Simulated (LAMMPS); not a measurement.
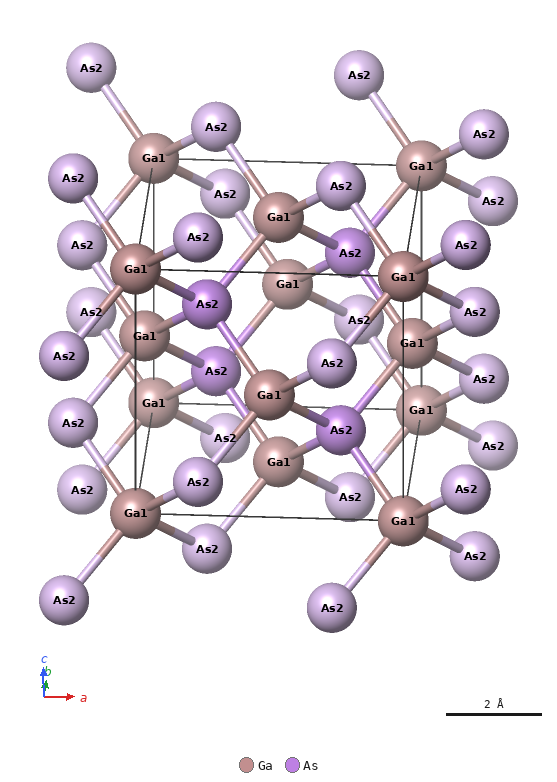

**Figure 1.** The input geometry (ball-and-stick view of the cell 4 times as large as that of the calculation, set on its symmetry axes, seen at an oblique angle; neighbours outside the cell are drawn fainter; atoms are numbered from 1 in the order of the input). Near neighbours in the crystal (not all of them lie inside the picture): Ga has 4 As at 2.45 Å; As has 4 Ga at 2.45 Å.

**Single-point calculation, with input and output: GaAs**

- system: GaAs (F-43m, 2 atoms in the cell)
- method: classical potential GaAs.bop.table (style bop) (LAMMPS 22 Jul 2025 update 4)

The structure derives from an entry of the Crystallography Open Database. The geometry comes from this level: r2SCAN.

### Log
```
using 1 OpenMP thread(s) per MPI task
Reading data file ...
  triclinic box = (0 0 0) to (4.0065847 3.4698041 3.2713627) with tilt (2.0032923 2.0032923 1.1566014)
WARNING: Triclinic box skew is large. LAMMPS will run inefficiently. (src/src/domain.cpp:221)
  1 by 1 by 1 MPI processor grid
  reading atoms ...
  2 atoms
  read_data CPU = 0.001 seconds
WARNING: No fixes with time integration, atoms won't move
Neighbor list info ...
  max neighbors/atom: 2000, page size: 100000
  master list distance cutoff = 5.7
  ghost atom cutoff = 15
  binsize = 2.85, bins = 3 2 2
  1 neighbor lists, perpetual/occasional/extra = 1 0 0
  (1) pair bop, perpetual
      attributes: full, newton on, ghost
      pair build: full/bin/ghost
      stencil: full/ghost/bin/3d
      bin: standard
Setting up Verlet run ...
  Unit style    : metal
  Current step  : 0
  Time step     : 0.001
Per MPI rank memory allocation (min/avg/max) = 5.91 | 5.91 | 5.91 Mbytes
   Step         PotEng         Press           Pxx            Pyy            Pzz            Pyz            Pxz            Pxy           Volume          Fmax
         0  -6.73908844 -830.95844604 -830.95668120 -830.95787935 -830.96077758 0.00020112 -0.00129647 -0.00183349 45.47869334 0.00000005
Loop time of 2.15e-06 on 1 procs for 0 steps with 2 atoms

93.0% CPU use with 1 MPI tasks x 1 OpenMP threads

MPI task timing breakdown:
Section |  min time  |  avg time  |  max time  |%varavg| %total
---------------------------------------------------------------
Pair    | 0          | 0          | 0          |   0.0 |  0.00
Neigh   | 0          | 0          | 0          |   0.0 |  0.00
Comm    | 0          | 0          | 0          |   0.0 |  0.00
Output  | 0          | 0          | 0          |   0.0 |  0.00
Modify  | 0          | 0          | 0          |   0.0 |  0.00
Other   |            | 2.15e-06   |            |       |100.00

Nlocal:              2 ave           2 max           2 min
Histogram: 1 0 0 0 0 0 0 0 0 0
Nghost:           1998 ave        1998 max        1998 min
Histogram: 1 0 0 0 0 0 0 0 0 0
Neighs:              0 ave           0 max           0 min
Histogram: 1 0 0 0 0 0 0 0 0 0
FullNghs:           62 ave          62 max          62 min
Histogram: 1 0 0 0 0 0 0 0 0 0

Total # of neighbors = 62
Ave neighs/atom = 31
Neighbor list builds = 0
Dangerous builds = 0
```

The run was set up as follows.

### The input
```
units metal
boundary p p p
atom_style atomic
read_data data.lmp
pair_style bop
pair_coeff * * GaAs.bop.table Ga As
comm_modify cutoff 15.0
thermo_style custom step pe press pxx pyy pzz pyz pxz pxy vol fmax
thermo_modify format float %.8f
dump 1 all custom 1 dump.lmp id type x y z fx fy fz
dump_modify 1 sort id format float %.8f
run 0
```

### File data.lmp
```
crystal

2 atoms
2 atom types

0.0 4.00658467 xlo xhi
0.0 3.46980411 ylo yhi
0.0 3.27136269 zlo zhi
2.00329234 2.00329234 1.15660137 xy xz yz

Masses

1 69.7230
2 74.9216

Atoms

1 1 4.00658467 0.00000000 0.00000000
2 2 2.00329234 1.15660137 0.81784067
```

Launched with:
```bash
lmp -in in.lmp -log none -nocite
```

### Key numbers

- outcome: converged
- space group (tolerance 0.01 Å): F-43m (216)
- potential energy: −6.7391 eV
- pressure: −0.08 GPa
- largest force (length of the vector): under 0.001 eV/Å
- hardware: 1 thread of Intel Xeon @ 2.50GHz (Skylake/Cascade Lake), 16 GiB of memory available, shared host
- peak memory: 0.032 GiB
